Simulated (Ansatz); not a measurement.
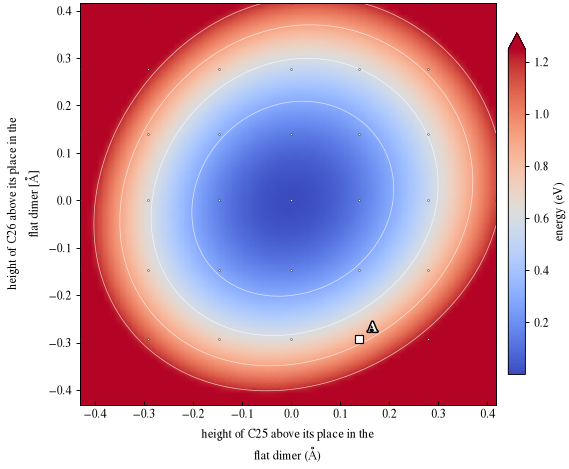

A C(100) slab cut from the Fd-3m phase, its lower face capped with 8 H atoms (36 atoms in the cell). 
- Two atoms of the surface dimers are held at set heights.
- Coordinates scanned: (1) height of C25 above its place in the flat dimer; (2) height of C26 above its place in the flat dimer.
- Relaxed at each point: all atoms of the upper layers, but for the two heights.
- Grid: 7 × 7 points; 28 points were computed and 21 follow by symmetry.
- Points are written as (first, second).
- Energies: eV, counted from the lowest grid point.
- Level of theory: DFT PBE, scalar-relativistic, plane waves, PAW (Ansatz 0.2.0). Settings: cutoff 420 eV, k-mesh 5×5×1, gaussian smearing 0.05 eV, no spin polarisation.

The picture shows a smooth colour map with a few white contour lines, dots at the grid points, one colour for all values above the top of the scale, the point A. Between grid points the surface is interpolated.

**Which way does the force act at A, and how strong is it?**

A, at (0.139 Å, −0.292 Å), is not a stationary point. The computed force is 2.4 eV for each Å towards smaller values of the first coordinate and 4.7 eV for each Å towards larger values of the second coordinate.
